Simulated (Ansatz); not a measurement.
## Single-point calculation of Co3Sn2 (part 2 of 2)

Co3Sn2 (P-6m2, 5 atoms in the cell); DFT PBEsol, scalar-relativistic, plane waves, PAW, spin-polarised (Ansatz 0.2.0); cutoff 420 eV, 12×12×8 k-mesh, Gaussian smearing of 0.1 eV, collinear spins. The structure derives from a Materials Project entry. It belongs to a series of runs on one base structure; here: volume fm: 1.04 V/V0.

Geometry of the input (Å; fractional positions):
```
4.2786  0.0000  0.0000
-2.1393  3.7053  0.0000
0.0000  0.0000  5.1335
Co 0.0000  0.0000  0.7464
Co 0.0000  0.0000  0.2536
Co 0.6667  0.3333  0.0000
Sn 0.6667  0.3333  0.5000
Sn 0.3333  0.6667  0.0000
```

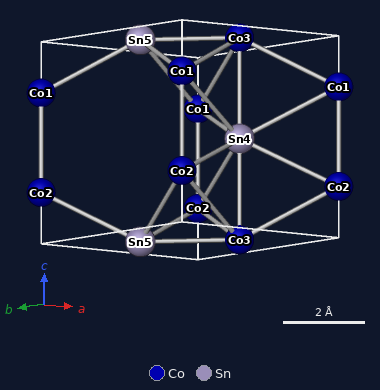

**Figure 1.** The structure (ball-and-stick view of the cell of the calculation, seen at an oblique angle; atoms are numbered from 1 in the order of the input).

Log, continued:
```
SCF iter   1: F=—  HF=-27178.682432 eV  |F-HF|=—  |Δ(HF+E_count)|=         —  Δρ=1.72e-1 (↑7.68e-2 ↓1.72e-1)  dr2=1.25e1  dr2_m=1.10e1  M=4.052 μB ∫|m|=4.742 μB  β_m=0.30  ethr=3.10e-3  ⟨swp⟩=7.9  Hψ=39849  notcnv=0  defer=56
preconditioner: auto → Kerker (q_TF=auto, 2.715 Å⁻¹)  [metal: Δε(μ)=0.002 eV  Ē_g=14.801 eV  σ=0.100 eV  W_gap=0.01  n_scr=22 (ndim 8)  ℏωp=30.5 eV  f_vac=0.000  D(μ)=10.32/eV (n_scr^D=156)]
spin=Collinear: Kerker preconditioning applied to the charge; magnetization (m = ρ↑ − ρ↓) channel mixes plain (no charge-response kernel on spin).
SCF iter   2: F=—  HF=-27177.828975 eV  |F-HF|=—  |Δ(HF+E_count)|=   8.53e-1  Δρ=1.20e-1 (↑1.20e-1 ↓1.17e-1)  dr2=8.14e0  dr2_m=8.28e0  M=4.515 μB ∫|m|=5.366 μB  β_m=0.30  ethr=3.10e-3  ⟨swp⟩=2.7  Hψ=20596  notcnv=0  defer=1062
Mixer restart at iter 2: flushing history
spin-set hold released at iteration 2 (the charge has settled, or the pull on large starting moments outlasts its swing): the magnetisation degrees of freedom join the quasi-Newton model from the next iteration; the mixer history was flushed
SCF iter   3: F=—  HF=-27178.928261 eV  |F-HF|=—  |Δ(HF+E_count)|=    1.10e0  Δρ=1.64e-1 (↑8.31e-2 ↓1.64e-1)  dr2=2.25e1  dr2_m=7.02e0  M=4.439 μB ∫|m|=5.273 μB  β_m=0.31  ethr=3.10e-3  ⟨swp⟩=2.1  Hψ=20593  notcnv=0  defer=1065
SCF iter   4: F=—  HF=-27178.966043 eV  |F-HF|=—  |Δ(HF+E_count)|=   3.78e-2  Δρ=1.75e-1 (↑9.09e-2 ↓1.75e-1)  dr2=3.02e1  dr2_m=6.41e0  M=3.969 μB ∫|m|=4.686 μB  β_m=0.06  ethr=3.10e-3  ⟨swp⟩=3.0  Hψ=19873  notcnv=0  defer=1072
SCF iter   5: F=—  HF=-27178.143044 eV  |F-HF|=—  |Δ(HF+E_count)|=   8.23e-1  Δρ=6.78e-2 (↑5.38e-2 ↓6.78e-2)  dr2=2.27e0  dr2_m=2.43e0  M=4.018 μB ∫|m|=4.802 μB  β_m=0.14  ethr=3.10e-3  ⟨swp⟩=2.0  Hψ=15226  notcnv=0  defer=1076
SCF iter   6: F=—  HF=-27178.256091 eV  |F-HF|=—  |Δ(HF+E_count)|=   1.13e-1  Δρ=3.84e-2 (↑3.27e-2 ↓3.84e-2)  dr2=1.70e0  dr2_m=4.77e-1  M=3.374 μB ∫|m|=4.072 μB  β_m=0.22  ethr=2.87e-3  ⟨swp⟩=2.1  Hψ=11166  notcnv=0  defer=1076
SCF iter   7: F=—  HF=-27178.219755 eV  |F-HF|=—  |Δ(HF+E_count)|=   3.63e-2  Δρ=2.03e-2 (↑9.71e-3 ↓2.03e-2)  dr2=5.06e-1  dr2_m=6.84e-2  M=2.931 μB ∫|m|=3.580 μB  β_m=0.43  ethr=2.15e-3  ⟨swp⟩=2.0  Hψ=12231  notcnv=0  defer=1078
SCF iter   8: F=—  HF=-27178.199860 eV  |F-HF|=—  |Δ(HF+E_count)|=   1.99e-2  Δρ=5.86e-3 (↑4.50e-3 ↓5.86e-3)  dr2=4.39e-2  dr2_m=9.70e-3  M=2.800 μB ∫|m|=3.368 μB  β_m=0.53  ethr=6.40e-4  ⟨swp⟩=2.0  Hψ=11109  notcnv=0  defer=1074
SCF iter   9: F=—  HF=-27178.199486 eV  |F-HF|=—  |Δ(HF+E_count)|=   3.73e-4  Δρ=6.97e-3 (↑2.00e-3 ↓6.97e-3)  dr2=4.53e-2  dr2_m=1.10e-2  M=2.748 μB ∫|m|=3.252 μB  β_m=0.58  ethr=5.56e-5  ⟨swp⟩=1.5  Hψ=10899  notcnv=0  defer=1074
SCF iter  10: F=—  HF=-27178.198402 eV  |F-HF|=—  |Δ(HF+E_count)|=   1.08e-3  Δρ=4.98e-3 (↑2.58e-3 ↓4.98e-3)  dr2=2.11e-2  dr2_m=7.93e-3  M=2.749 μB ∫|m|=3.228 μB  β_m=0.66  ethr=5.56e-5  ⟨swp⟩=1.0  Hψ=9007  notcnv=0  defer=1074
SCF iter  11: F=—  HF=-27178.199044 eV  |F-HF|=—  |Δ(HF+E_count)|=   6.42e-4  Δρ=5.71e-3 (↑9.29e-4 ↓5.71e-3)  dr2=2.54e-2  dr2_m=6.79e-3  M=2.775 μB ∫|m|=3.259 μB  β_m=0.69  ethr=2.68e-5  ⟨swp⟩=1.0  Hψ=8995  notcnv=0  defer=1074
SCF iter  12: F=—  HF=-27178.198355 eV  |F-HF|=—  |Δ(HF+E_count)|=   6.89e-4  Δρ=2.39e-3 (↑1.70e-3 ↓2.39e-3)  dr2=3.71e-3  dr2_m=2.56e-3  M=2.784 μB ∫|m|=3.268 μB  β_m=0.62  ethr=2.68e-5  ⟨swp⟩=1.0  Hψ=9160  notcnv=0  defer=1074
SCF iter  13: F=—  HF=-27178.198669 eV  |F-HF|=—  |Δ(HF+E_count)|=   3.15e-4  Δρ=1.27e-3 (↑8.59e-4 ↓1.27e-3)  dr2=1.16e-3  dr2_m=4.97e-4  M=2.823 μB ∫|m|=3.321 μB  β_m=0.81  ethr=4.69e-6  ⟨swp⟩=1.9  Hψ=11455  notcnv=0  defer=1073
SCF iter  14: F=—  HF=-27178.198742 eV  |F-HF|=—  |Δ(HF+E_count)|=   7.23e-5  Δρ=5.14e-4 (↑4.08e-4 ↓5.14e-4)  dr2=1.56e-4  dr2_m=9.91e-5  M=2.829 μB ∫|m|=3.332 μB  β_m=0.91  ethr=1.47e-6  ⟨swp⟩=2.0  Hψ=11995  notcnv=0  defer=1063
SCF iter  15: F=—  HF=-27178.198950 eV  |F-HF|=—  |Δ(HF+E_count)|=   2.08e-4  Δρ=1.70e-3 (↑7.39e-4 ↓1.70e-3)  dr2=3.87e-3  dr2_m=1.95e-4  M=2.830 μB ∫|m|=3.333 μB  β_m=0.95  ethr=1.98e-7  ⟨swp⟩=2.0  Hψ=16615  notcnv=0  defer=1063  recentre
SCF iter  16: F=—  HF=-27178.198804 eV  |F-HF|=—  |Δ(HF+E_count)|=   1.45e-4  Δρ=6.45e-4 (↑4.84e-4 ↓6.45e-4)  dr2=7.77e-4  dr2_m=3.32e-5  M=2.830 μB ∫|m|=3.333 μB  β_m=0.85  ethr=1.98e-7  ⟨swp⟩=2.0  Hψ=16489  notcnv=0  defer=1057
SCF iter  17: F=—  HF=-27178.198787 eV  |F-HF|=—  |Δ(HF+E_count)|=   1.75e-5  Δρ=1.16e-4 (↑3.66e-5 ↓1.16e-4)  dr2=9.93e-6  dr2_m=1.77e-6  M=2.827 μB ∫|m|=3.328 μB  β_m=0.77  ethr=1.98e-7  ⟨swp⟩=1.5  Hψ=12071  notcnv=0  defer=1057
SCF iter  18: F=—  HF=-27178.198781 eV  |F-HF|=—  |Δ(HF+E_count)|=   5.46e-6  Δρ=8.83e-5 (↑7.81e-5 ↓8.83e-5)  dr2=1.52e-5  dr2_m=1.55e-7  M=2.827 μB ∫|m|=3.328 μB  β_m=0.77  ethr=1.26e-8  ⟨swp⟩=2.0  Hψ=15713  notcnv=0  defer=1057
SCF iter  19: F=—  HF=-27178.198781 eV  |F-HF|=—  |Δ(HF+E_count)|=   9.12e-7  Δρ=2.57e-5 (↑1.88e-5 ↓2.57e-5)  dr2=1.03e-6  dr2_m=1.13e-7  M=2.827 μB ∫|m|=3.327 μB  β_m=0.88  ethr=1.26e-8  ⟨swp⟩=1.8  Hψ=10480  notcnv=0  defer=1056
SCF iter  20: F=—  HF=-27178.198781 eV  |F-HF|=—  |Δ(HF+E_count)|=   2.38e-8  Δρ=1.42e-5 (↑7.69e-6 ↓1.42e-5)  dr2=3.28e-7  dr2_m=1.12e-8  M=2.826 μB ∫|m|=3.326 μB  β_m=0.94  ethr=1.31e-9  ⟨swp⟩=2.0  Hψ=10760  notcnv=0  defer=1056
SCF iter  21: F=—  HF=-27178.198781 eV  |F-HF|=—  |Δ(HF+E_count)|=   9.81e-9  Δρ=2.00e-5 (↑9.09e-6 ↓2.00e-5)  dr2=5.93e-7  dr2_m=2.28e-8  M=2.826 μB ∫|m|=3.327 μB  β_m=0.64  ethr=4.15e-10  ⟨swp⟩=1.4  Hψ=9321  notcnv=0  defer=1056
SCF iter  22: F=-27178.198781 eV  HF=-27178.198781 eV  |F-HF|=5.52e-9  |Δ(HF+E_count)|=   2.22e-8  Δρ=1.86e-6 (↑1.07e-6 ↓1.86e-6)  dr2=7.42e-9  dr2_m=2.42e-10  M=2.826 μB ∫|m|=3.326 μB  ethr=1.27e-10  ⟨swp⟩=13.2  Hψ=67137  notcnv=0
SCF 1 converged in 22 iterations: F = -27178.198781 eV  dr2 = 7.42e-9
  greatest PAW one-centre occupation: 1.002 electrons in one spin orbital (limit 2), on the Co atom at site 0 (counted from 0), in its partial waves of l = 1
SCF converged after 22 iterations
Magnetization: 2.8261 μB (40.9130 up, 38.0870 down)
Absolute magnetization: 3.3268 μB (∫|ρ↑−ρ↓|, with the PAW one-centre terms)
Spin contamination: 0.0922 ħ² per cell (⟨S²⟩ above its minimum at these occupations)
Per-site moments (μB) at R_I (Å): [(1.243263870726136, 1.0433620245271662), (1.2432638707261354, 1.0433620245271662), (0.5587419673325956, 1.0189699553825198), (-0.02917813684557785, 1.058790722941875), (-0.02426640286930615, 1.0189699553825198)]
Free energy (F): -27178.198781 eV
Harris-Foulkes:  -27178.198781 eV  (|F-HF|=5.52e-9)
Internal energy: -27178.161698 eV  (E = F + TS)
E sigma→0 (E₀):  -27178.180239 eV
Entropy (-TS):   -0.037082 eV (-7.416 meV/atom)
Fermi energy:    14.387077 eV
--- Per-component energies (eV) ---
  E_band       = -978.779173
  E_kinetic    = 1735.272560
  E_local      = -12021.062004  (includes V_loc(G=0)·N_el)
  E_nonlocal   = 1323.614446
  E_hartree    = 5491.497487
  E_xc         = -1227.595143
  E_vxc        = -802.554206  (∫ρ·V_xc dr)
  E_paw        = -12593.769719  (= ΣΔE_a)
  E_vpaw       = -2197.040033  (= ΣTr[D̂ρ^β])
  E_aug_tail   = 0.000151  (compensation charges beyond the density's cutoff)
  E_ewald      = -9887.254412
  E_core_change = 1.134937  (= ΣΔE_core)
  E_smearing   = -0.037082  (= −TS)
  E_closure    = 0.000000  (closes the sum)
  Σ components = -27178.198781   (vs F -27178.198781, Δ=0.00e0)
--- Forces (eV/Å), atoms counted from 1 ---
  atom   1  Co    -0.00000000    -0.00000000     0.01796700
  atom   2  Co    -0.00000000    -0.00000000    -0.01796700
  atom   3  Co    -0.00000000     0.00000000     0.00000000
  atom   4  Sn     0.00000000    -0.00000000     0.00000000
  atom   5  Sn    -0.00000000     0.00000000     0.00000000
  max |Σ_I F_I| component: 1.17e-16 eV/Å
--- Stress (GPa, compression-positive) ---
       -9.993122      -0.000000       0.000000
       -0.000000      -9.993122       0.000000
        0.000000       0.000000     -10.410673
  P = ⅓ Tr σ = -10.1323 GPa (-101.323 kbar)
--- Band table (eV; the first three rows and the last of 190) ---
  k-point 0 ↑: bands = ["-80.6193", "-80.6067", "-80.0949", "-44.3353", "-44.2120", "-43.9276", "-43.9276", "-43.9145", "-43.9145", "-43.5659", "-43.5659", "-43.5218", "-6.7258", "-6.6796", "-6.6796", "-6.6204", "-6.6204", "-6.5436", "-6.5075", "-6.5075", "-6.4864", "-6.4864", "3.5871", "8.1992", "9.7395", "10.7226", "10.7226", "11.4375", "11.8045", "11.8045", "12.1205", "12.1205", "12.6458", "12.6458", "13.1937", "13.1937", "13.6564", "13.6564", "13.9078", "14.6860", "16.3668", "16.3668", "17.3948", "17.6758", "17.6758", "18.9208", "19.2377", "20.5934", "20.5934", "22.3614", "22.3614", "22.8742", "24.8503"]
  k-point 1 ↑: bands = ["-80.6188", "-80.6072", "-80.0949", "-44.3307", "-44.2166", "-43.9271", "-43.9271", "-43.9150", "-43.9150", "-43.5658", "-43.5658", "-43.5219", "-6.7252", "-6.6791", "-6.6791", "-6.6217", "-6.6217", "-6.5414", "-6.5071", "-6.5071", "-6.4859", "-6.4859", "3.6755", "7.6723", "10.1876", "10.7497", "10.7497", "11.5129", "11.7900", "11.7900", "12.1127", "12.1127", "12.5910", "12.5910", "13.2305", "13.2305", "13.6377", "13.6377", "13.7616", "14.8997", "16.4904", "16.4904", "17.4997", "17.7107", "17.7107", "18.5514", "19.4037", "20.3616", "20.3616", "21.8806", "21.8806", "22.4251", "25.2499"]
  k-point 2 ↑: bands = ["-80.6176", "-80.6085", "-80.0949", "-44.3178", "-44.2297", "-43.9257", "-43.9257", "-43.9164", "-43.9164", "-43.5658", "-43.5658", "-43.5220", "-6.7238", "-6.6777", "-6.6777", "-6.6253", "-6.6253", "-6.5359", "-6.5051", "-6.5051", "-6.4853", "-6.4853", "3.9359", "6.7835", "10.8129", "10.8252", "10.8252", "11.7190", "11.7190", "11.7330", "12.1237", "12.1237", "12.4825", "12.4825", "13.2949", "13.2949", "13.4668", "13.5921", "13.5921", "15.3624", "16.8292", "16.8292", "17.8021", "17.8021", "17.8620", "17.9461", "19.5732", "19.8506", "19.8506", "21.0592", "21.0592", "21.6792", "24.1738"]
  k-point 94 ↓: bands = ["-79.4407", "-79.1766", "-79.1742", "-42.9170", "-42.9163", "-42.9112", "-42.7249", "-42.7039", "-42.5933", "-42.5923", "-42.5913", "-42.5896", "-6.7203", "-6.6888", "-6.6867", "-6.6353", "-6.6293", "-6.5236", "-6.5154", "-6.5147", "-6.5123", "-6.5099", "6.7480", "7.2281", "9.1176", "10.0180", "10.2683", "10.5590", "12.0721", "12.9036", "13.0767", "13.1349", "13.2272", "13.3981", "13.6627", "13.8281", "13.8990", "14.3066", "14.3390", "14.4772", "14.7454", "14.7802", "15.4429", "20.2687", "21.1523", "22.0761", "22.3124", "22.4183", "22.4701", "23.6354", "23.7431", "23.9765", "24.0186"]
--- Löwdin populations: 5 sites ---
  site symbol       q [e]    m [muB]
     0     Co     16.5617     1.2455
     1     Co     16.5617     1.2455
     2     Co     16.6750     0.5577
     3     Sn     14.3300    -0.0777
     4     Sn     14.2882    -0.0794
  spilling = 0.007385 (of n_electrons = 79.000000)
```

File populations.tsv:
```
# site	symbol	l	j	q_up	q_dn
# orbitals = lowdin
# n_electrons = 79.000000
# spilling = 0.007385
0	Co	0_3S	-	0.992027	0.992386
0	Co	0_4S	-	0.320752	0.317470
0	Co	1_3P	-	2.998090	2.998021
0	Co	2_3D	-	4.592758	3.350224
1	Co	0_3S	-	0.992027	0.992386
1	Co	0_4S	-	0.320752	0.317470
1	Co	1_3P	-	2.998090	2.998021
1	Co	2_3D	-	4.592758	3.350224
2	Co	0_3S	-	0.987116	0.987214
2	Co	0_4S	-	0.289590	0.293654
2	Co	1_3P	-	2.996588	2.996683
2	Co	2_3D	-	4.343059	3.781113
3	Sn	0_5S	-	0.754272	0.757896
3	Sn	1_5P	-	1.375190	1.449277
3	Sn	2_4D	-	4.996699	4.996666
4	Sn	0_5S	-	0.739730	0.738061
4	Sn	1_5P	-	1.368700	1.450419
4	Sn	2_4D	-	4.995937	4.995303
```

Summary:

| quantity | value |
| --- | --- |
| outcome | converged |
| space group (tolerance 0.01 Å) | P-6m2 (187) |
| electrons treated | 79 |
| free energy | −27178.1988 eV |
| Fermi energy | 14.387 eV |
| gap on the k-point mesh | none (metallic) |
| net moment of the cell | 2.83 μB |
| integrated absolute moment | 3.33 μB |
| pressure | −10.13 GPa |
| largest force (length of the vector) | 0.018 eV/Å |
| hardware | 1 thread of Intel Xeon (Sapphire Rapids), 64 GiB of memory available, shared host |
| wall time | 2 min |
| peak memory | 0.79 GiB |

The cell is under a tension of 10.1 GPa at this level, so it is not at its equilibrium volume.
